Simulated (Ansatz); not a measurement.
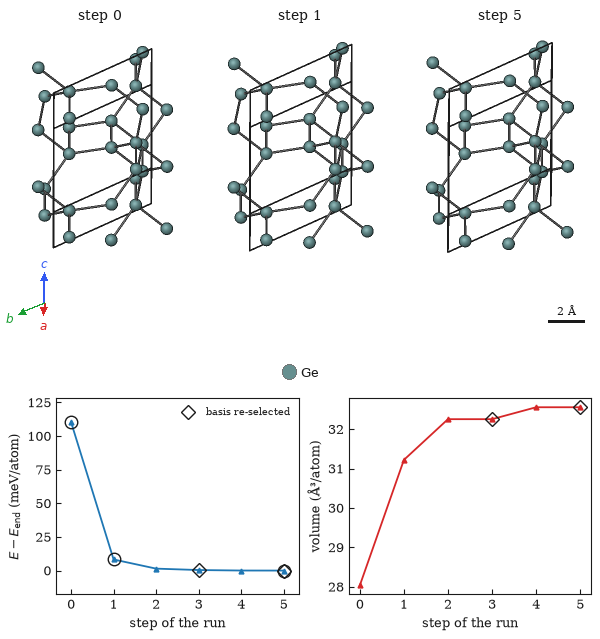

Frames of a relaxation of a crystal of Ge (a generated structure, set up in I4_1/amd) (coarse preliminary run), marked on the history of the run. A ball-and-stick model of the cell of the calculation, seen from a free direction.

Computed with DFT PBE, scalar-relativistic, plane waves, PAW (Ansatz 0.2.0). Settings: plane-wave cutoff 420 eV; k-point mesh 4 × 4 × 4; occupations gaussian; smearing width 0.1 eV; no spin polarisation; cell and atoms relaxed; force threshold 0.04 eV/Å; at most 70 steps.

Describe the path.

After 3 accepted moves (5 points after the start) the energy has fallen by 110 meV per atom. Largest force component: 0.54 eV/Å at the start, 0.00064 eV/Å at the end. The pressure goes from 8.59 to 0.02 GPa. At 2 points the geometry stayed and the basis and grid were re-selected for the new cell (energy shift of 1.0 meV per atom at most each time). The largest moves relative to the cell, 0.015 Å, are those of Ge atoms. The drawn cell changes as follows: a = b = c 6.631 → 6.971 Å (+5.1 %), α 110.4° → 110.6°, β 110.4° → 110.6°, γ 107.7° → 107.3°; the volume changes by +16.1 %. Among the contacts that change: Ge–Ge 2.407 → 2.544 Å, Ge–Ge 2.393 → 2.511 Å. The space group stays I4_1/amd (No. 141). The run took 92 s on 1 thread of Arm Neoverse V1, on a shared host, peak memory 0.56 GiB. From step 0 to 1: volume +11.4 %, energy −102 meV per atom. From step 1 to 5: volume +4.3 %, energy −8.3 meV per atom.
